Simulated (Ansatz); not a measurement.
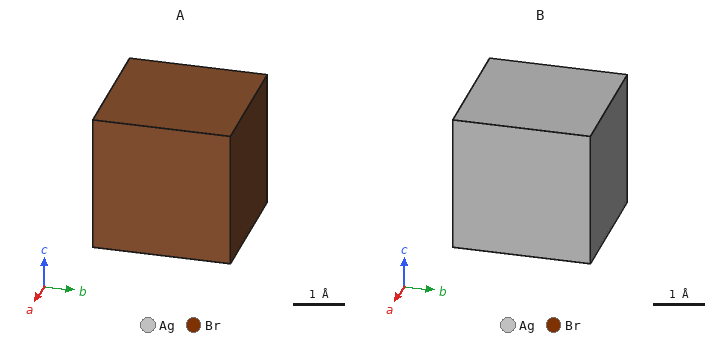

Computed Voronoi cells of the 2 sites of this structure, drawn to one scale and in one orientation; each face has the colour of the neighbour behind it.

AgBr, space group Fm-3m (No. 225), a = 5.675 Å, b = 5.675 Å, c = 5.675 Å, α = 90.00°, β = 90.00°, γ = 90.00°

| site | Wyckoff | x | y | z |
| --- | --- | --- | --- | --- |
| Ag | 4a | 0.0000 | 0.0000 | 0.0000 |
| Br | 4b | 0.5000 | 0.0000 | 0.0000 |

Origin: coordinates from a relaxation with DFT PBEsol, scalar-relativistic, plane waves, PAW in Ansatz 0.2.0.

Question: Which cell belongs to which site?

Answer: A is Ag (6 faces above 1 % of the solid angle, 22.9 Å³, facing only Br); B is Br (6 faces above 1 % of the solid angle, 22.9 Å³, facing only Ag).
